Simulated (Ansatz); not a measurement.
## Electronic structure of ZrC in real space

```
Zr C
1.0
     2.41645   -2.41645    0.00000
     2.41645    2.41645    0.00000
     0.00000    0.00000    4.44626
Zr C
2 2
Direct
  0.50000 0.50000 0.00000
  0.00000 0.00000 0.50000
  0.00000 0.00000 0.00000
  0.50000 0.50000 0.50000
```

Space group I4/mmm; computed pressure about 4 GPa in this cell.

Computed with DFT PBE, scalar-relativistic, plane waves, PAW (Ansatz).

In a PAW calculation such maps are meaningful between the atoms, not at the nuclei.

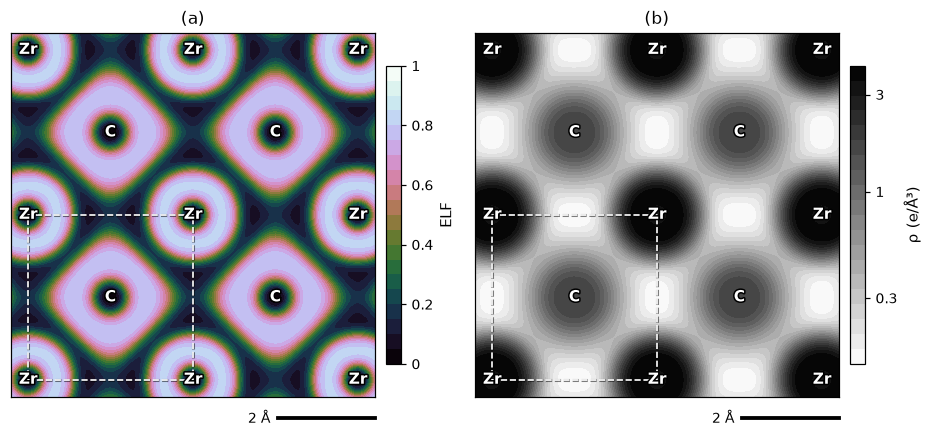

Figure 1. (a) ELF; (b) valence charge density (pseudo) on the (001) plane of the conventional cell.

Q: What do the fields say about this system?

A: The plane passes through Zr and C nuclei. Zr–C (2.42 Å): the density is about 0.39 e/Å³ at the midpoint; the ELF peaks at about 0.80 in the valence shell of C, 0.7 Å from its nucleus, and is about 0.20 at the midpoint (no localised pair shows between them). Between the atoms the lowest density in this plane is 0.14 e/Å³. The features right at Zr lie inside the PAW spheres, where the map follows smoothed inner orbitals and isn't to be read closely.

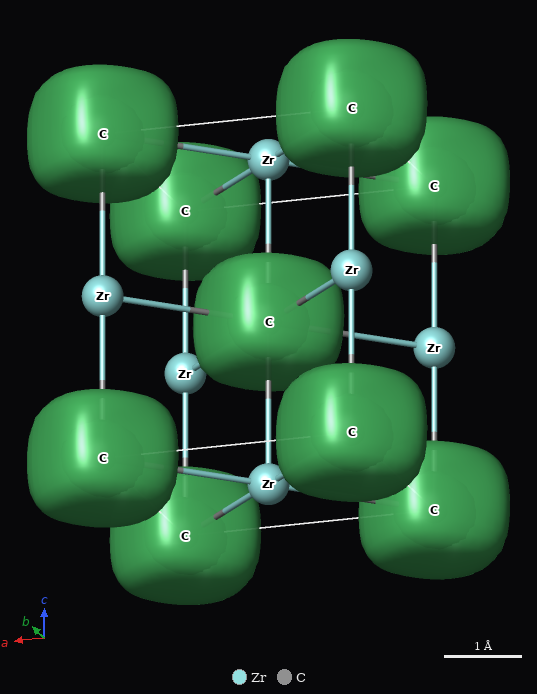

Figure 2. Isosurface of the ELF at 0.7 (green), seen at an oblique angle. Only the valence region is drawn (cores and ρ < 0.01 e/Å³ removed). Sticks mark near contacts.

Q: Where are the electrons localised?

A: The ELF exceeds this value in two regions wrapped around C (the valence shell of each), counted in one cell of 4 atoms. Any copies at cell faces, edges or corners count once. Profiles from the grid: Zr–C (2.22 Å): the ELF peaks at about 0.80 in the valence shell of C, 0.7 Å from its nucleus, and drops to about 0.25 between the two atoms; no localised pair shows between them.

Q: Metal or insulator at this level of theory?

A: It is metallic or semimetallic at this level of theory: no gap opens.
